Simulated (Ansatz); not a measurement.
The calculation's input:

```
crystal:
  lattice:
    - [4.4266194001, 0.0, 0.0]
    - [-2.2133097, 3.8335648533, 0.0]
    - [0.0, 0.0, 5.3659423236]
  atoms:
    - { symbol: Si, position: [0.0, 0.0, 0.0] }
    - { symbol: Mo, position: [0.6666666667, 0.3333333333, 0.831023659] }
    - { symbol: Mo, position: [0.3333333333, 0.6666666667, 0.6714707248] }
    - { symbol: Mo, position: [0.3333333333, 0.6666666667, 0.168976341] }
    - { symbol: Mo, position: [0.6666666667, 0.3333333333, 0.3285292752] }
    - { symbol: Mo, position: [0.0, 0.0, 0.5] }
basis:
  ecutwfc: 500
kpoints:
  mp_grid: { grid: [12, 12, 6] }
  band_path:
    path:
      - [[0.0, 0.0, 0.0], [0.5, 0.0, 0.0], [0.33333333, 0.33333333, 0.0], [0.0, 0.0, 0.0], [0.0, 0.0, 0.5], [0.5, 0.0, 0.5], [0.33333333, 0.33333333, 0.5], [0.0, 0.0, 0.5]]
      - [[0.5, 0.0, 0.5], [0.5, 0.0, 0.0]]
      - [[0.33333333, 0.33333333, 0.5], [0.33333333, 0.33333333, 0.0]]
    npoints: 14
hamiltonian:
  xc: r2scan
scf:
  occupations: { method: gaussian, width: 0.1 }
  n_extra_bands: 15
output:
  forces: true
  stress: true
  eigenvalues: true
  populations: true
  dos: { projected: true, de: 0.02, nscf_kmesh: { grid: [15, 15, 8] } }
  bader: true
  write_density: true
  write_potential: true
  elf: true
  volumetric_format: npy
```

Command:

```sh
ansatz run input.yaml --threads 1 --pin off --max-ram 2560MiB --backend cpu --events-out ev --progress --plain --runs-dir out
```

Below, planes, directions and counts refer to the conventional cell (a = 4.43 Å, b = 4.43 Å, c = 5.37 Å, α = 90.00°, β = 90.00°, γ = 120.00°).

Space group P-3m1; a generated structure, not necessarily the stable one; computed pressure about −3 GPa in this cell; computed without spin polarisation.

Computed with Ansatz 0.2.0, DFT r2SCAN, scalar-relativistic, plane waves, PAW.

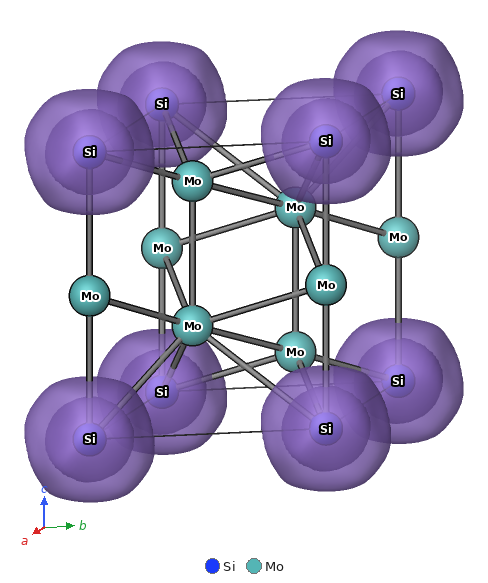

SiMo5. Isosurface of the ELF at 0.6 (purple), seen at an oblique angle. Only the valence region is drawn (cores and ρ < 0.01 e/Å³ removed). Sticks mark near contacts.

In a PAW calculation such maps are meaningful between the atoms, not at the nuclei.

Where are the electrons localised?

Answer. The surface consists of one region wrapped around Si (its valence shell), counted in one cell of 6 atoms. Any copies at cell faces, edges or corners count once.

Values along the shortest contacts:
Mo–Mo (2.67 Å): the ELF is about 0.35 at the midpoint. Si–Mo (2.68 Å): the ELF peaks at about 0.65 in the valence shell of Si, 0.9 Å from its nucleus, and is about 0.35 at the midpoint.

Does the calculation make it a metal, or give it a gap?

Answer. It is metallic or semimetallic at this level of theory: no gap opens.
